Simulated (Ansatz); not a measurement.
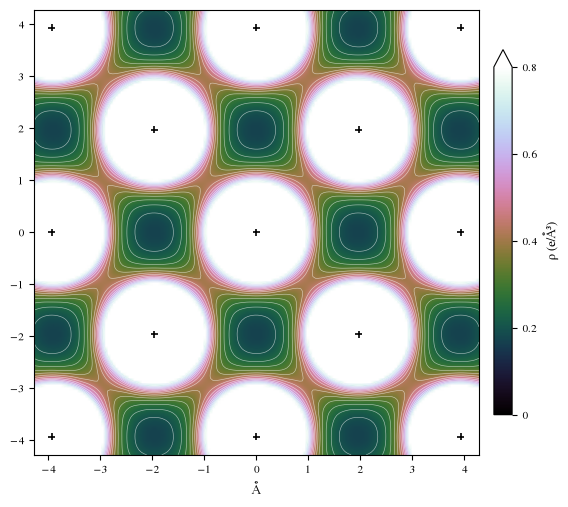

The valence pseudo-density on a plane through atoms (crosses mark nuclei in the plane).

Computed with Ansatz, DFT, r2SCAN, plane waves (500 eV) with PAW, scalar-relativistic.

Candidates:
A. Mo, a = 2.70 Å, b = 2.70 Å, c = 4.85 Å, α = 90.00°, β = 90.00°, γ = 120.00°. Space group P6₃/mmc; set up as Mo, hcp; a generated structure, not necessarily the stable one; changed on purpose from its base cell (volume × 0.96); computed pressure about 11 GPa in this cell; computed without spin polarisation.
B. Os, a = 3.93 Å, b = 3.93 Å, c = 3.93 Å, α = 90.00°, β = 90.00°, γ = 90.00°. Space group Fm-3m; set up as Os, fcc; a generated structure, not necessarily the stable one; changed on purpose from its base cell (volume × 1.08); computed pressure about −27 GPa in this cell; computed without spin polarisation.
C. Pd, a = 3.23 Å, b = 3.23 Å, c = 3.23 Å, α = 90.00°, β = 90.00°, γ = 90.00°. Space group Im-3m; set up as Pd, bcc; a generated structure, not necessarily the stable one; changed on purpose from its base cell (volume × 1.12); computed pressure about −15 GPa in this cell; the program warned that a starting moment wasn't kept; spin-polarised, but the moments vanished.

Which candidate gave the map?

Answer. Candidate B: Os on the (010) plane of the conventional cell, which holds Os. Os–Os (2.78 Å): ρ at the midpoint is about 0.41 e/Å³.
